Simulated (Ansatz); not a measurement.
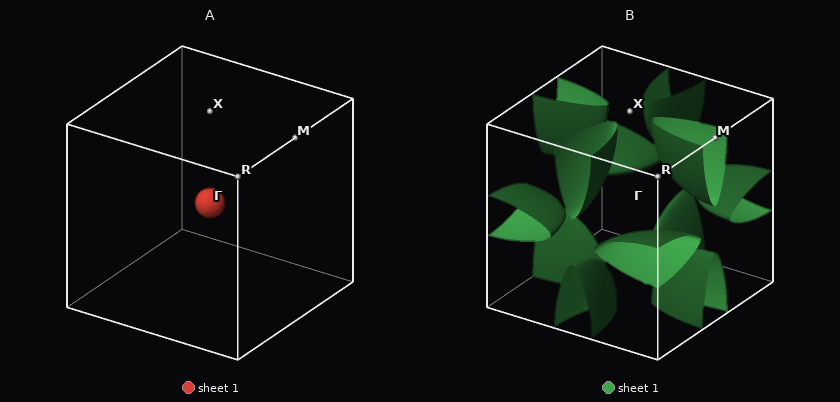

Constant-energy surfaces of KBr (Pm-3m) near its two band edges (0.20 eV into the valence band, 0.15 eV into the conduction band), in unknown order.

Method: Ansatz 0.2.0, DFT PBE, scalar-relativistic, plane waves, PAW; levels and slopes on a dense k mesh at the converged density. No spin polarisation. k mesh for the levels: 30×30×30. Unrelaxed database geometry. The cell comes from a database of computed structures, not from a measurement.

Masses come from a second pass at points close to the extrema; at the energies drawn a band may no longer be parabolic.

Which panel shows the holes and which the electrons?

Answer. B shows the valence band (holes), A the conduction band (electrons).

Describe the extrema and the gap.

Answer. Valence band (extrema up to 0.20 eV from the edge): three equivalent maxima at M, principal masses 0.50, 3.74 and 3.74 mₑ. Band 8 forms the valence edge.
Conduction band (extrema up to 0.15 eV from the edge): one minimum at Γ, mass 0.34 mₑ in all directions. Band 9 forms the conduction edge.
The gap is indirect, 3.86 eV at this level of theory, which underestimates gaps and can reorder valleys that lie close.

Spin-orbit coupling, left out here, can change the gap, its kind, the place of the band edges and the masses, since the compound holds Br.
